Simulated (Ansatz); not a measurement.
## ZnSe: band-structure calculation

- system: ZnSe (F-43m, 2 atoms in the cell)
- method: DFT, PBEsol, all-electron LAPW, scalar-relativistic, no spin polarisation (Ansatz 0.2.0)

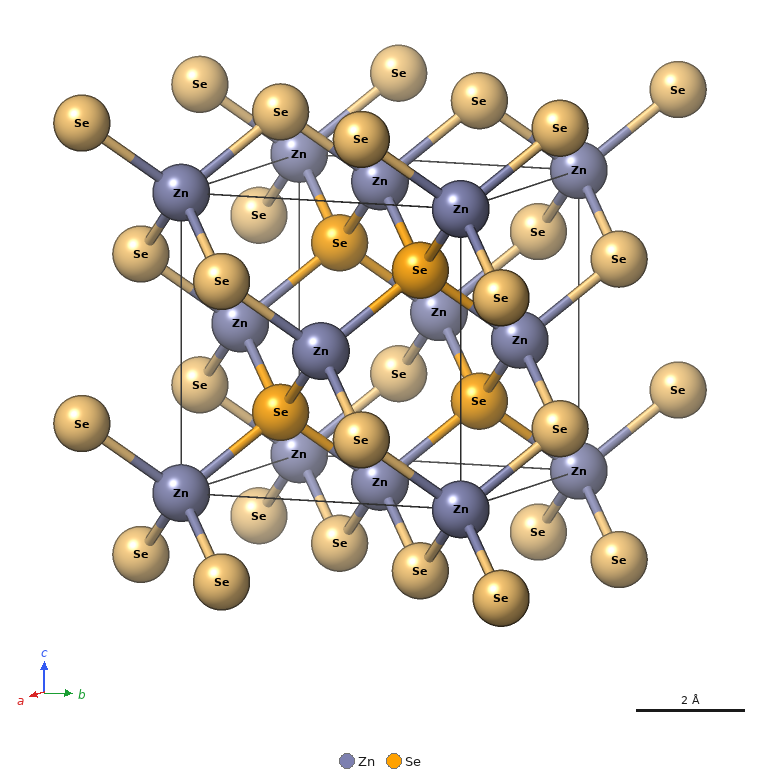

Fig. 1: The structure as given in the input (ball-and-stick view of the cell 4 times as large as that of the calculation, set on its symmetry axes, seen slightly off an axis; neighbours outside the cell are drawn fainter). An atom can appear more than once, as a periodic image.

### The input
```yaml
crystal:
  lattice:
    - [0.0, 2.8168197734, 2.8168197734]
    - [2.8168197734, 0.0, 2.8168197734]
    - [2.8168197734, 2.8168197734, 0.0]
  atoms:
    - { symbol: Zn, position: [0.0, 0.0, 0.0] }
    - { symbol: Se, position: [0.25, 0.25, 0.25] }
kpoints:
  mp_grid: { grid: [11, 11, 11] }
  band_path:
    path:
      - [0.0, 0.0, 0.0]
      - [-0.5, -0.5, 0.0]
      - [-0.375, -0.375, 0.25]
      - [-0.375, 0.0, 0.375]
      - [0.0, 0.0, 0.0]
      - [0.0, 0.0, 0.5]
      - [-0.5, -0.25, 0.25]
      - [-0.5, -0.5, 0.0]
    npoints: 14
scf:
  occupations: { method: fermi_dirac, width: 0.08 }
hamiltonian:
  xc: pbesol
  pseudopotentials: { kind: all_electron, lapw: { basis_error: 0.001 } }
output:
  forces: true
  stress: true
  eigenvalues: true
  populations: true
  dos: { projected: true, de: 0.2, e_range: [-14, 8] }
```

Run on 1 thread of Arm Neoverse V1, 112 GiB of memory available, shared host.

Command:
```bash
ansatz run input.yaml --threads 1 --pin off --max-ram 2048MiB --backend cpu --events-out ev --progress --plain --runs-dir out
```

### The program's output
```
Zn: projections on atomic orbitals take those of the free atom 1s2 2s2 2p6 3s2 3p6 3d10 4s2, of charge +0.00 (hamiltonian.pseudopotentials.projection_atoms)
Se: projections on atomic orbitals take those of the free atom 1s2 2s2 2p6 3s2 3p6 3d10 4s2 4p4, of charge +0.00 (hamiltonian.pseudopotentials.projection_atoms)
LAPW: plane waves up to 9.102 Å⁻¹, error target 1.0e-3 eV per atom; small_component_spin mean_spin; Zn in spheres of 1.239 Å, 20 of its electrons in bands, Dirac shells []; Se in spheres of 1.200 Å, 24 of its electrons in bands, Dirac shells [] (how accurate: hamiltonian.pseudopotentials.lapw.basis_error, Limitations)
Engine: ansatz 0.2.0, aarch64-unknown-linux-gnu
Pseudopotentials: kind: all_electron
Pseudopotential: Zn, LAPW, valence charge 20, lapw/all_electron/scalar/gaussian/Zn, Koelling and Harmon's equation, gaussian nucleus
Pseudopotential: Se, LAPW, valence charge 24, lapw/all_electron/scalar/gaussian/Se, Koelling and Harmon's equation, gaussian nucleus
Functional definition: PBEsol
  exchange = pbesol_x
  correlation = pbesol_c
Crystal: 2 atoms, lattice volume = 44.700 Å³
Basis set: ecut = 315.6733062576774 eV, 537 PW (Γ), exchange–correlation at level 2
Bands: 27, of which v1, the nominal top of the filled ones, is band 22 counted from 1 (21 counted from 0)
Symmetry: 24 space group operations
Space group: F-43m (ITA 216), of the structure as read, at distance tolerance 3.5e-5 Å
k-points: 56 of 1331 (time reversal used)
Non-local potential: Zn, projectors of the file, none
Non-local potential: Se, projectors of the file, none
Initial density: superposition of atomic densities (chi_scale 0.1, normalization cell, long waves kept (reshape's long-wave potential 0.00 eV rms))
Initial wavefunctions: plane waves of lowest kinetic energy (no species holds an atomic orbital)
Functional: x = pbesol(κ = 0.804, μ = 0.12345679012345678), c = pbesol(β = 0.046)
iter 1 solved again at ethr=1.44e-3 eV; its pass at ethr=1.00e-1 eV (dr2=6.34e-1 eV) is discarded
SCF iter   1: F=—  HF=-114917.359069 eV  |F-HF|=—  |Δ(HF+E_count)|=         —  Δρ=2.99e-2  dr2=6.35e-1  ethr=1.44e-3  ⟨swp⟩=2.0  Hψ=9530  notcnv=0
preconditioner: auto → none  [insulator: Δε(μ)=1.486 eV  Ē_g=12.197 eV  σ=0.080 eV  W_gap=1.00  n_scr=14 (ndim 8)  ℏωp=23.6 eV  f_vac=0.182  D(μ)=0.00/eV (n_scr^D=0)  ε∞_Penn≈4.7]
iter 2 solved again at ethr=6.97e-5 eV; its pass at ethr=1.44e-3 eV (dr2=3.07e-2 eV) is discarded
SCF iter   2: F=—  HF=-114917.156038 eV  |F-HF|=—  |Δ(HF+E_count)|=   2.03e-1  Δρ=9.41e-3  dr2=3.07e-2  ethr=6.97e-5  ⟨swp⟩=2.0  Hψ=7673  notcnv=0
SCF iter   3: F=—  HF=-114917.074496 eV  |F-HF|=—  |Δ(HF+E_count)|=   8.15e-2  Δρ=6.39e-3  dr2=1.46e-2  ethr=6.97e-5  ⟨swp⟩=3.0  Hψ=4910  notcnv=0
SCF iter   4: F=—  HF=-114917.066804 eV  |F-HF|=—  |Δ(HF+E_count)|=         —  Δρ=2.75e-3  dr2=2.72e-3  ethr=3.31e-5  ⟨swp⟩=2.0  Hψ=4283  notcnv=0
the basis was enlarged: its passes take 30.6 KiB over the memory plan, 1 of 1 planned eigensolver slots
SCF iter   5: F=—  HF=-114917.066487 eV  |F-HF|=—  |Δ(HF+E_count)|=   3.17e-4  Δρ=4.73e-4  dr2=5.85e-5  ethr=6.19e-6  ⟨swp⟩=2.0  Hψ=4280  notcnv=0
SCF iter   6: F=—  HF=-114917.066477 eV  |F-HF|=—  |Δ(HF+E_count)|=   1.01e-5  Δρ=6.68e-5  dr2=1.33e-6  ethr=1.33e-7  ⟨swp⟩=2.0  Hψ=4280  notcnv=0
SCF iter   7: F=-114917.066479 eV  HF=-114917.066479 eV  |F-HF|=6.49e-9  |Δ(HF+E_count)|=   1.94e-6  Δρ=7.90e-6  dr2=2.32e-8  ethr=3.03e-9  ⟨swp⟩=3.0  Hψ=4450  notcnv=0
SCF 1 converged in 7 iterations: F = -114917.066479 eV  dr2 = 2.32e-8
NSCF: frozen V_eff on 99 k-points
SCF converged after 7 iterations
Free energy (F): -114917.066479 eV
Harris-Foulkes:  -114917.066479 eV  (|F-HF|=6.49e-9)
Internal energy: -114917.066475 eV  (E = F + TS)
E sigma→0 (E₀):  -114917.066477 eV
Entropy (-TS):   -0.000004 eV (-0.002 meV/atom)
Fermi energy:    8.911174 eV
--- Per-component energies (eV) ---
  E_band       = -2231.343201
  E_kinetic    = 117369.908702
  E_xc         = -4261.999350
  E_electrostatic = -228024.975827  (all electrons and nuclei)
  E_smearing   = -0.000004  (= −TS)
  E_closure    = 0.000000  (closes the sum)
  E_atoms      = -114910.299036  (free atoms, spherical and without spin; not in F)
  Σ components = -114917.066479   (vs F -114917.066479, Δ=0.00e0)
  Basis errors (estimates in eV, not in F): energy 4.3e-4 per atom: plane waves 4.0e-4 (2.3e-4 summed), levels above the bands 4.5e-54, relativity 1.3e-8, radial functions 3.4e-5, core shells 5.4e-10; eigenvalues (radial functions only) 1.5e-6; not estimated: angular momenta, meshes, grids; target (lapw.basis_error) 1.0e-3; muffin-tin radii Zn 1.239 Å, Se 1.200 Å
--- Forces (eV/Å), atoms counted from 1 ---
  atom   1  Zn    -0.00000000     0.00000000    -0.00000000
  atom   2  Se     0.00000000    -0.00000000     0.00000000
  max |Σ_I F_I| component: 4.63e-18 eV/Å
--- Stress (GPa, compression-positive) ---
        0.011470       0.000000      -0.000000
        0.000000       0.011470       0.000000
       -0.000000       0.000000       0.011470
  P = ⅓ Tr σ = 0.0115 GPa (0.115 kbar)
--- Band table (eV; the first three rows and the last of 56) ---
  k-point 0: bands = ["-198.6475", "-138.3121", "-138.3121", "-138.3121", "-116.7358", "-71.0652", "-71.0652", "-71.0652", "-38.7505", "-38.7505", "-38.7505", "-38.7458", "-38.7458", "-5.2177", "1.5655", "1.5655", "1.5655", "1.9535", "1.9535", "8.1870", "8.1870", "8.1870", "9.4282", "13.9276", "13.9276", "13.9276", "18.0011"]
  k-point 1: bands = ["-198.6475", "-138.3121", "-138.3121", "-138.3121", "-116.7358", "-71.0652", "-71.0652", "-71.0652", "-38.7505", "-38.7505", "-38.7505", "-38.7458", "-38.7458", "-5.1613", "1.5672", "1.5745", "1.5745", "1.9525", "1.9525", "7.3105", "8.0993", "8.0993", "10.1313", "13.8506", "14.0755", "14.0755", "18.5433"]
  k-point 2: bands = ["-198.6475", "-138.3121", "-138.3121", "-138.3121", "-116.7358", "-71.0652", "-71.0652", "-71.0652", "-38.7505", "-38.7505", "-38.7505", "-38.7458", "-38.7458", "-5.0036", "1.5827", "1.5977", "1.5977", "1.9515", "1.9515", "6.0089", "7.8823", "7.8823", "10.7764", "14.0794", "14.3943", "14.3943", "18.5562"]
  k-point 55: bands = ["-198.6475", "-138.3121", "-138.3121", "-138.3121", "-116.7358", "-71.0652", "-71.0652", "-71.0652", "-38.7505", "-38.7504", "-38.7502", "-38.7458", "-38.7457", "-4.1145", "1.6787", "1.7758", "1.9084", "1.9340", "2.2572", "3.3842", "5.1301", "5.7057", "13.1301", "13.9305", "15.2329", "16.0852", "19.5041"]
--- Löwdin populations: 2 sites ---
  site symbol       q [e]
     0     Zn     28.7776
     1     Se     35.0039
  spilling = 0.003414 (of n_electrons = 64.000000)
```

### File dos.tsv
```
# E-E_F[eV]	g_bin_mean(E)[states/eV]	N(E)
# format = ansatz-dos/2
# fermi_ev = 8.911174
# fermi_mp_grid = 11 11 11
# fermi_mp_shift = 0 0 0
# g_bin_mean(E): the states in a bin one row spacing wide, centred on E, divided by that spacing. States that the method places at a single energy (under output.dos.method: tetrahedron, those of a tetrahedron whose four corners have one energy) are counted whole in the row whose bin holds that energy (on the edge of two bins, in the lower row). The sum of g_bin_mean over a run of rows, times the row spacing, is the number of states from half a spacing under the first of them to half a spacing over the last (a plain sum, not the trapezoid rule).
-14.000000	3.193984e-1	2.602307e1
-13.800000	6.600331e-1	2.612159e1
-13.600000	1.092799e0	2.629167e1
-13.400000	2.067574e0	2.657799e1
-13.200000	3.855172e0	2.719304e1
-13.000000	2.002004e0	2.800000e1
-12.800000	0.000000e0	2.800000e1
-12.600000	0.000000e0	2.800000e1
-12.400000	0.000000e0	2.800000e1
-12.200000	0.000000e0	2.800000e1
-12.000000	0.000000e0	2.800000e1
-11.800000	0.000000e0	2.800000e1
-11.600000	0.000000e0	2.800000e1
-11.400000	0.000000e0	2.800000e1
-11.200000	0.000000e0	2.800000e1
-11.000000	0.000000e0	2.800000e1
-10.800000	0.000000e0	2.800000e1
-10.600000	0.000000e0	2.800000e1
-10.400000	0.000000e0	2.800000e1
-10.200000	0.000000e0	2.800000e1
-10.000000	0.000000e0	2.800000e1
-9.800000	0.000000e0	2.800000e1
-9.600000	0.000000e0	2.800000e1
-9.400000	0.000000e0	2.800000e1
-9.200000	0.000000e0	2.800000e1
-9.000000	0.000000e0	2.800000e1
-8.800000	0.000000e0	2.800000e1
-8.600000	0.000000e0	2.800000e1
-8.400000	0.000000e0	2.800000e1
-8.200000	0.000000e0	2.800000e1
-8.000000	0.000000e0	2.800000e1
-7.800000	0.000000e0	2.800000e1
-7.600000	0.000000e0	2.800000e1
-7.400000	3.289878e0	2.800000e1
-7.200000	2.066380e1	3.144729e1
-7.000000	1.992946e1	3.383435e1
-6.800000	5.519872e0	3.731351e1
-6.600000	5.969908e-1	3.800000e1
-6.400000	0.000000e0	3.800000e1
-6.200000	0.000000e0	3.800000e1
-6.000000	1.593660e-1	3.800468e1
-5.800000	6.039389e-1	3.807808e1
-5.600000	2.563452e0	3.825825e1
-5.400000	1.840211e0	3.888474e1
-5.200000	9.703973e-1	3.914002e1
-5.000000	7.397251e-1	3.930594e1
-4.800000	5.476214e-1	3.943462e1
-4.600000	4.490496e-1	3.953138e1
-4.400000	3.827763e-1	3.961475e1
-4.200000	3.056655e-1	3.968438e1
-4.000000	2.915562e-1	3.973824e1
-3.800000	1.214521e0	3.985622e1
-3.600000	1.410833e0	4.015868e1
-3.400000	1.248008e0	4.042777e1
-3.200000	1.355303e0	4.067425e1
-3.000000	1.746018e0	4.098331e1
-2.800000	1.861503e0	4.135026e1
-2.600000	1.812982e0	4.172182e1
-2.400000	1.750394e0	4.207482e1
-2.200000	1.759623e0	4.242811e1
-2.000000	1.755209e0	4.277672e1
-1.800000	1.752515e0	4.312966e1
-1.600000	1.406061e0	4.346371e1
-1.400000	8.963635e-1	4.368271e1
-1.200000	6.523687e-1	4.383491e1
-1.000000	3.978870e-1	4.394249e1
-0.800000	1.266506e-1	4.399728e1
-0.600000	0.000000e0	4.400000e1
-0.400000	0.000000e0	4.400000e1
-0.200000	0.000000e0	4.400000e1
0.000000	0.000000e0	4.400000e1
0.200000	0.000000e0	4.400000e1
0.400000	0.000000e0	4.400000e1
0.600000	3.837706e-4	4.400001e1
0.800000	3.135483e-3	4.400028e1
1.000000	8.894483e-3	4.400141e1
1.200000	1.803690e-2	4.400399e1
1.400000	3.280909e-2	4.400897e1
1.600000	4.946580e-2	4.401715e1
1.800000	8.217657e-2	4.402899e1
2.000000	2.417958e-1	4.405740e1
2.200000	5.132245e-1	4.413096e1
2.400000	7.335856e-1	4.425996e1
2.600000	9.173411e-1	4.442281e1
2.800000	1.229183e0	4.463268e1
3.000000	1.932506e0	4.494234e1
3.200000	1.910010e0	4.535425e1
3.400000	1.482676e0	4.569134e1
3.600000	1.011502e0	4.594073e1
3.800000	8.308839e-1	4.611857e1
4.000000	7.985583e-1	4.627836e1
4.200000	8.057667e-1	4.644821e1
4.400000	7.508866e-1	4.659092e1
4.600000	9.365189e-1	4.675940e1
4.800000	1.573324e0	4.696808e1
5.000000	2.044528e0	4.741665e1
5.200000	1.369411e0	4.772860e1
5.400000	8.928175e-1	4.795637e1
5.600000	5.973562e-1	4.809306e1
5.800000	1.354812e0	4.826685e1
6.000000	2.085876e0	4.861724e1
6.200000	2.114062e0	4.906226e1
6.400000	1.735543e0	4.944776e1
6.600000	1.316958e0	4.975561e1
6.800000	1.063010e0	4.998383e1
7.000000	9.058285e-1	5.018099e1
7.200000	8.796007e-1	5.035597e1
7.400000	1.002891e0	5.053921e1
7.600000	1.297506e0	5.076811e1
7.800000	1.215985e0	5.103492e1
8.000000	1.063872e0	5.125289e1
```

### File populations.tsv
```
# site	symbol	l	j	q
# orbitals = lowdin
# n_electrons = 64.000000
# spilling = 0.003414
# projection_atom_Zn: 1s2 2s2 2p6 3s2 3p6 3d10 4s2
# projection_atom_Se: 1s2 2s2 2p6 3s2 3p6 3d10 4s2 4p4
0	Zn	0_1S	-	1.999995
0	Zn	0_2S	-	1.999766
0	Zn	0_3S	-	1.994070
0	Zn	0_4S	-	0.805379
0	Zn	1_2P	-	5.999998
0	Zn	1_3P	-	5.999708
0	Zn	2_3D	-	9.978690
1	Se	0_1S	-	1.999998
1	Se	0_2S	-	1.999915
1	Se	0_3S	-	1.998218
1	Se	0_4S	-	1.882486
1	Se	1_2P	-	5.999997
1	Se	1_3P	-	5.999567
1	Se	1_4P	-	5.123969
1	Se	2_3D	-	9.999730
```

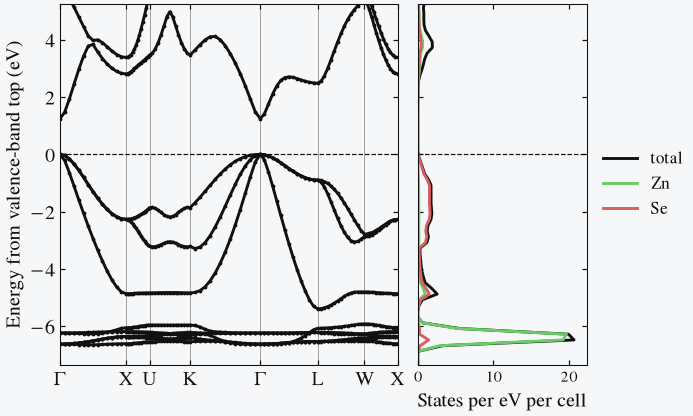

Fig. 2: Band structure along Γ–X–U–K–Γ–L–W–X and density of states (projected on atomic shells), with energies from the valence-band top. There is a gap of 1.24 eV on this path, direct, at Γ.

### Results in brief

| quantity | value |
| --- | --- |
| outcome | converged |
| space group (tolerance 0.01 Å) | F-43m (216) |
| electrons in bands (core shells apart) | 44 |
| free energy | −114917.0665 eV |
| Fermi energy | 8.911 eV |
| pressure | 0.01 GPa |
| electronic character | gap of 1.24 eV |
| largest force (length of the vector) | under 0.001 eV/Å |
| wall time | 46 s |
| peak memory | 0.35 GiB |
